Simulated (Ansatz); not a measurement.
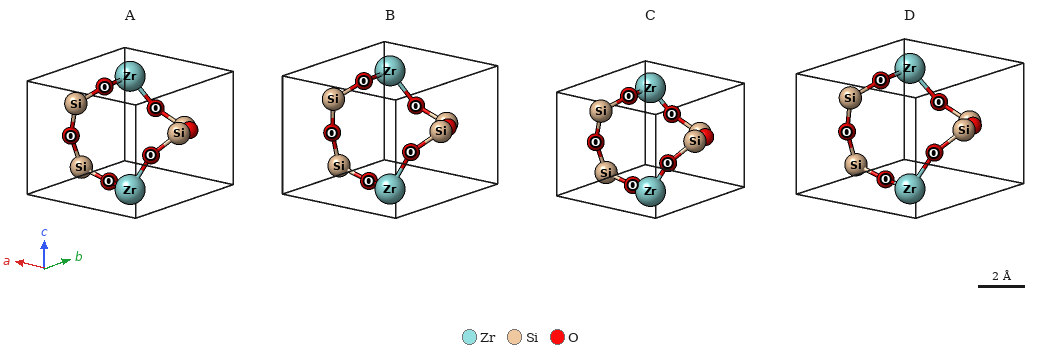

4 geometries from one relaxation of solid ZrSi₂O₆ (a generated structure, set up in C222) (coarse preliminary run), in shuffled order. A ball-and-stick model of the cell of the calculation, seen from a free direction.

These are results of DFT PBE, scalar-relativistic, plane waves, PAW in Ansatz 0.2.0, not measurements. Settings: plane-wave cutoff 420 eV; k-point mesh 6 × 6 × 4; occupations gaussian; smearing width 0.1 eV; no spin polarisation; cell and atoms relaxed; force threshold 0.04 eV/Å; at most 70 steps.

### Order the frames from highest to lowest energy.

C, A, B, D. They are steps 0, 2, 6, 15, at +2854 meV per atom, +325 meV per atom, +152 meV per atom relative to the last. The energy falls by 2854 meV per atom in 12 accepted moves (15 points after the start). Largest force component: 18 eV/Å at the start, 0.0093 eV/Å at the end. The pressure goes from 153.86 to 0.01 GPa. The SCF was repeated 3 times at an unchanged geometry on a basis and grid sized afresh for the cell, which shifted the energy by 111 meV per atom at most. The largest moves relative to the cell, 0.22 Å, are those of O atoms. By element the largest moves are O 0.22 Å, Si 0.07 Å. Zr stays in place. The volume changes by +54.2 %, with a = b 4.751 → 5.619 Å (+18.3 %), c 5.202 → 6.042 Å (+16.2 %), γ 120.0° → 124.7°. Some distances before and after: O–Zr 1.509 → 1.959 Å, O–Si 1.509 → 1.631 Å. Among the angles between lasting bonds that change: Si–O–Si 153.9° → 161.2°, O–Zr–O 107.8° → 113.8°, O–Zr–O 110.7° → 106.4°. The space group stays C222 (No. 21). The run took 9.2 min on 1 thread of AMD EPYC (Zen 3), with other jobs on the host, peak memory 0.52 GiB.
